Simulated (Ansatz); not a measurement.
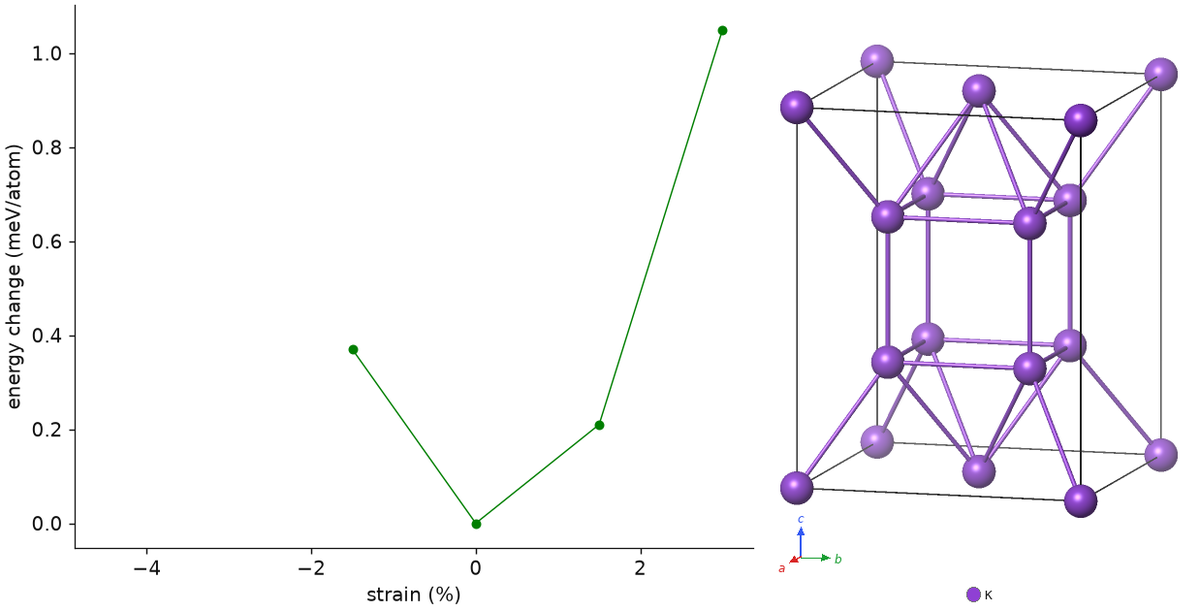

The plot gives the computed energy change against strain for K, space group Cmmm (No. 65). The cell is drawn beside the plot.

Structure:
```
CELL_PARAMETERS angstrom
8.51766 0.00000 0.00000
0.00000 8.53025 0.00000
0.00000 0.00000 11.14549
ATOMIC_POSITIONS crystal
K 0.25000 0.25000 0.30925
K 0.75000 0.25000 0.69075
K 0.75000 0.25000 0.30925
K 0.25000 0.25000 0.69075
K 0.00000 0.00000 0.00000
K 0.75000 0.75000 0.30925
K 0.25000 0.75000 0.69075
K 0.25000 0.75000 0.30925
K 0.75000 0.75000 0.69075
K 0.50000 0.50000 0.00000
```

Method: energy, stress and cell of a relaxed crystal along a series of strains, atoms and what the cell freedom names relaxed within the symmetry; plane waves with PAW datasets, Γ-centred k mesh; energies extrapolated to zero smearing (Ansatz 0.2.0). Level: PBEsol, no spin polarisation.

- wave cutoff: 420 eV
- k mesh: 4×4×4
- occupations: Gaussian
- smearing width: 0.1 eV
- strain kind: stretch along c with a and b held
- cell freedom: cell held, only c stretched

The points at strain −4.5 % and −3.0 % are left out of the plot. What values does the calculation give there?

```
strain (%)  energy change (meV/atom)
      -4.5                      3.20
      -3.0                      1.42
```
